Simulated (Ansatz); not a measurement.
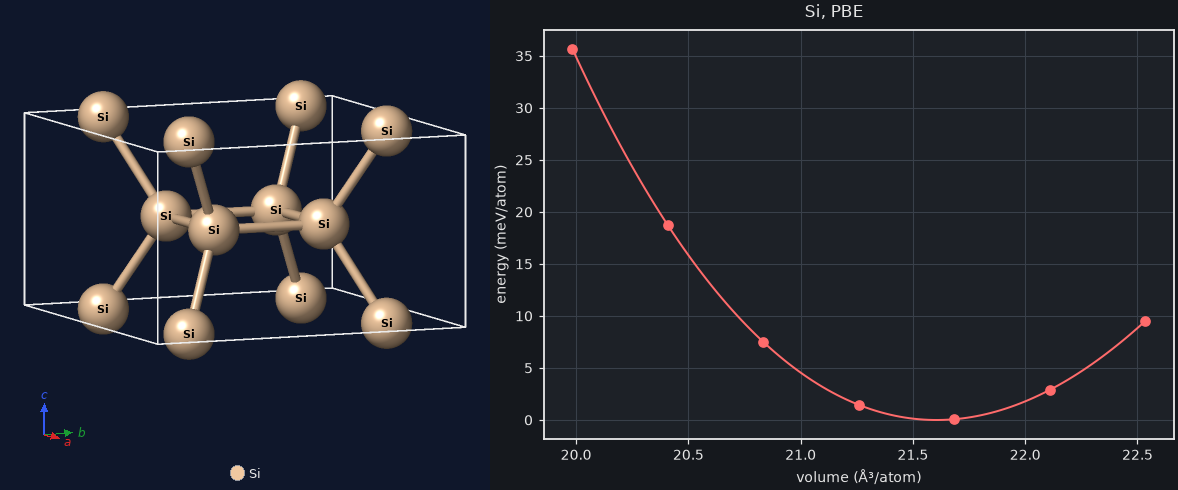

The figure shows the energy against volume for Si, space group I4/mmm (No. 139). The conventional cell is drawn beside the plot.

The given structure:
```yaml
crystal:
  lattice:
    - [-3.32544, 3.32544, 1.92239]
    - [3.32544, -3.32544, 1.92239]
    - [3.32544, 3.32544, -1.92239]
  atoms:
    - { symbol: Si, position: [0.82120, 0.17880, 0.00000] }
    - { symbol: Si, position: [0.17880, 0.82120, 0.00000] }
    - { symbol: Si, position: [0.82120, 0.82120, 0.64240] }
    - { symbol: Si, position: [0.17880, 0.17880, 0.35760] }
```

Method: plane-wave DFT, no spin polarisation; energies at scaled volumes of the given cell, shape and fractions fixed, counted from the fit's minimum, third-order Birch-Murnaghan fit (Ansatz 0.2.0). Level: PBE.

k mesh 8×8×8; occupations Fermi–Dirac; smearing width 0.05 eV; potentials Ansatz PAW; wave cutoff 420 eV; density cutoff 1680 eV.

Question: How stiff is the solid, and where is its volume at rest?

Answer: A third-order Birch–Murnaghan fit gives V0 = 21.61 Å³/atom, B0 = 82 GPa and B′ = 4.2.

Keep in mind: shape and atomic fractions are frozen while scaling, which makes layered, chain and framework solids too stiff.

The computed values:

```csv
volume (Å³/atom),energy (meV/atom)
19.98,35.69
20.41,18.74
20.83,7.51
21.26,1.46
21.68,0.07
22.11,2.89
22.53,9.49
```
